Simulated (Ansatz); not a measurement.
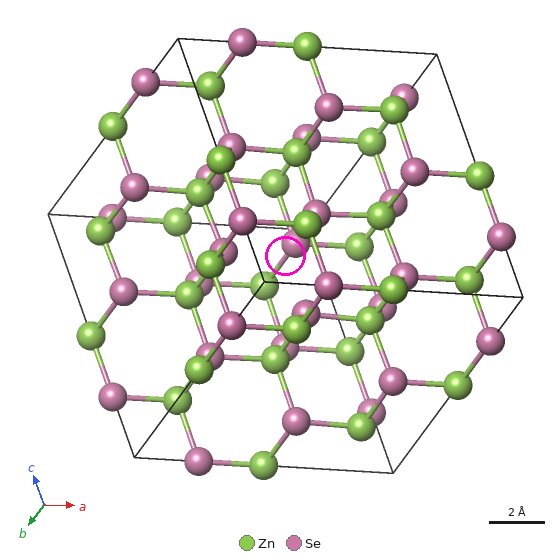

Ball-and-stick drawing of the structure, looking from a general direction. The supercell is drawn as a box. The host is ZnSe, in a cell of 32 sites, and the cell is neutral. A ring marks the defect's site.

**What defect is present?**

A zinc vacancy. Around the empty site lie four Se at about 2.3 Å.

Run with DFT PBEsol, scalar-relativistic, plane waves, PAW (Ansatz) and these settings: a basis cut at 420 eV, a 2×2×2 mesh of k-points, Gaussian smearing of 0.02 eV, collinear spins.

**Is a magnetic moment found?**

Yes, 2.0 μB in the cell.

The atoms were relaxed in the host's cell with DFT PBEsol, scalar-relativistic, plane waves, PAW (Ansatz).
